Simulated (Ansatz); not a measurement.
```xyz
9
Lattice="5.2975 0.0000 0.0000 -2.6487 4.5877 0.0000 0.0000 0.0000 4.9346" Properties=species:S:1:pos:R:3 pbc="T T T"
Ta    1.7661    3.0590    3.7173
Ta   -0.8826    1.5287    3.7173
Ta    1.7652    0.0000    3.7173
Ta    0.8826    1.5287    1.2173
Ta   -1.7661    3.0590    1.2173
Ta    3.5323    0.0000    1.2173
N     2.6488    1.5292    2.4673
N     0.0000    3.0585    2.4673
N     0.0000    0.0000    0.0000
```

Space group P-31m; a structure from a database of computed crystals, not necessarily the ambient phase; computed without spin polarisation.

Method: Ansatz, DFT r2SCAN, scalar-relativistic, plane waves, PAW.

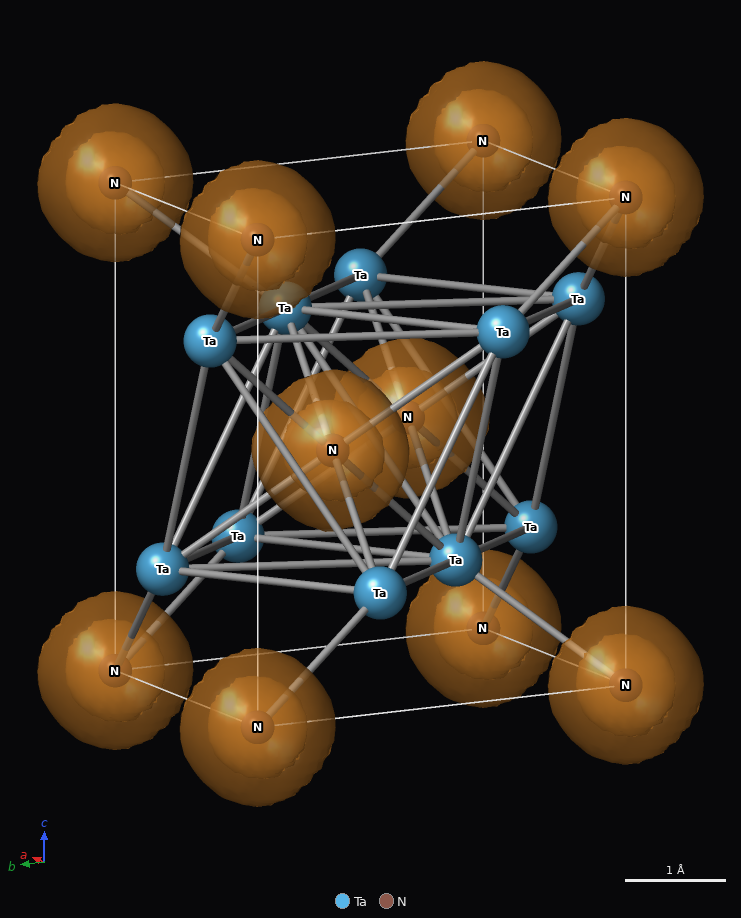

Ta$_{2}$N. Isosurface of the ELF at 0.75 (orange), seen at an oblique angle. Core shells and regions of very low density are left out. Sticks mark near contacts.

Core electrons are frozen (PAW), and the valence fields are smoothed inside the atomic spheres.

Question: Identify the bonds, lone pairs and shells in this picture.

Answer: The ELF exceeds this value in three regions wrapped around N (the valence shell of each), counted in one cell of 9 atoms. Regions shared between cells count once. Profiles from the grid: Ta–N (2.14 Å): the ELF peaks at about 0.80 in the valence shell of N, 0.6 Å from its nucleus, and drops to about 0.15 between the two atoms; no shared electron pair shows on this line. Ta–Ta (3.01 Å): the ELF is about 0.20 at the midpoint (no shared electron pair shows on this line).

Question: Does the calculation make it a metal, or give it a gap?

Answer: It is gapless in this calculation (a metal or semimetal); semilocal functionals without U, or without the true magnetic order, often close the gap of such compounds.
